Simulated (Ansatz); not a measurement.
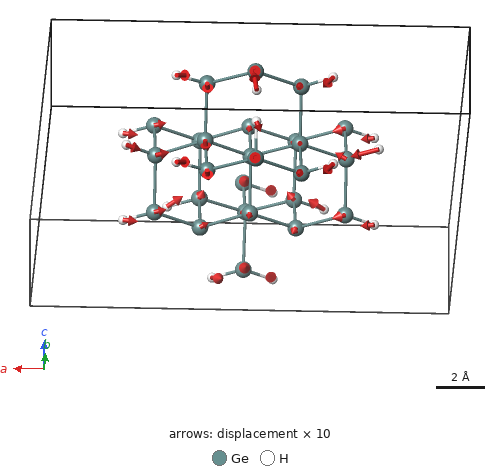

This is a relaxation of a wire of composition Ge$_{17}$H$_{12}$. The starting structure is drawn; red arrows show the displacements, 10 times their true length.

The picture is a ball-and-stick view of the cell of the calculation, with the vacuum cut short, seen from a free direction.

Computed with DFT, PBEsol, PAW, plane waves (Ansatz).

The input:
```yaml
crystal:
  lattice:
    - [16.263456, -16.263456, 0.000000]
    - [0.000000, 0.000000, 23.000000]
    - [-2.837796, -2.837796, 0.000000]
  atoms:
    - { symbol: Ge, position: [0.325070, 0.500034, 0.005471] }
    - { symbol: Ge, position: [0.674537, 0.500474, 0.998169] }
    - { symbol: Ge, position: [0.499501, 0.315501, 0.507631] }
    - { symbol: Ge, position: [0.500491, 0.561141, 0.505290] }
    - { symbol: Ge, position: [0.500571, 0.253295, 0.005490] }
    - { symbol: Ge, position: [0.499624, 0.500144, 0.006728] }
    - { symbol: Ge, position: [0.499652, 0.747061, 0.993780] }
    - { symbol: Ge, position: [0.325506, 0.560401, 0.492450] }
    - { symbol: Ge, position: [0.674950, 0.560980, 0.496022] }
    - { symbol: Ge, position: [0.586274, 0.376581, 0.495264] }
    - { symbol: Ge, position: [0.586978, 0.625258, 0.509514] }
    - { symbol: Ge, position: [0.588134, 0.438545, 0.995251] }
    - { symbol: Ge, position: [0.586102, 0.686469, 0.004880] }
    - { symbol: Ge, position: [0.413338, 0.376782, 0.494125] }
    - { symbol: Ge, position: [0.413112, 0.623160, 0.495265] }
    - { symbol: Ge, position: [0.412536, 0.438389, 0.007804] }
    - { symbol: Ge, position: [0.413221, 0.684402, 0.993308] }
    - { symbol: H, position: [0.270056, 0.462602, 0.997879] }
    - { symbol: H, position: [0.730081, 0.461498, 0.003613] }
    - { symbol: H, position: [0.445087, 0.214087, 0.001686] }
    - { symbol: H, position: [0.555845, 0.212762, 0.011884] }
    - { symbol: H, position: [0.499649, 0.786888, 0.675041] }
    - { symbol: H, position: [0.500195, 0.784807, 0.319551] }
    - { symbol: H, position: [0.267629, 0.602150, 0.502809] }
    - { symbol: H, position: [0.729987, 0.601389, 0.503310] }
    - { symbol: H, position: [0.643925, 0.338345, 0.491382] }
    - { symbol: H, position: [0.643814, 0.724948, 0.992030] }
    - { symbol: H, position: [0.356432, 0.336466, 0.496162] }
    - { symbol: H, position: [0.356654, 0.724638, 0.002579] }
kpoints:
  mp_grid: { grid: [1, 1, 8] }
hamiltonian:
  xc: pbesol
scf:
  occupations: { method: fermi_dirac, width: 0.01 }
relax:
  f_tol: 0.03
  max_steps: 80
  escape_saddle: false
  adjacent_minimum: "off"
output:
  forces: true
  eigenvalues: true
  populations: true
```

Launched with:
```bash
ansatz run in.yaml --threads 8 --pin off --max-ram 118750MiB --runs-dir r --events-out ev --progress --plain --backend cuda --devices 0, --max-vram 170GiB
```

Atoms of which element are displaced furthest, and by how much?

Answer. Hydrogen: up to 0.13 Å, against 0.08 Å for germanium.

Describe the change and its energy.

Answer. H24 moves most relative to the layer's centre: 0.13 Å. By element the largest moves are H 0.13 Å, Ge 0.08 Å. The lattice vectors keep their values. Near-neighbour distances that change, for instance: Ge8–H24 1.642 → 1.552 Å, Ge9–Ge11 2.507 → 2.432 Å, Ge14–Ge16 2.502 → 2.442 Å, Ge1–Ge8 2.483 → 2.434 Å. Bond angles that change, for instance: H22–Ge7–H23 110.8° → 105.4°, Ge13–Ge7–H23 107.2° → 110.6°, Ge3–Ge5–Ge3 109.0° → 111.3°. Over 2 accepted moves (3 points after the start) the energy falls by 0.274 eV per cell of the calculation. The largest force component goes from 0.81 to 0.02 eV/Å. 1 step only repeated the SCF at the same geometry. Cost: 3.6 s on 1 × NVIDIA GB200 with 8 threads of Arm Neoverse-V2, peak memory 2.2 GiB.
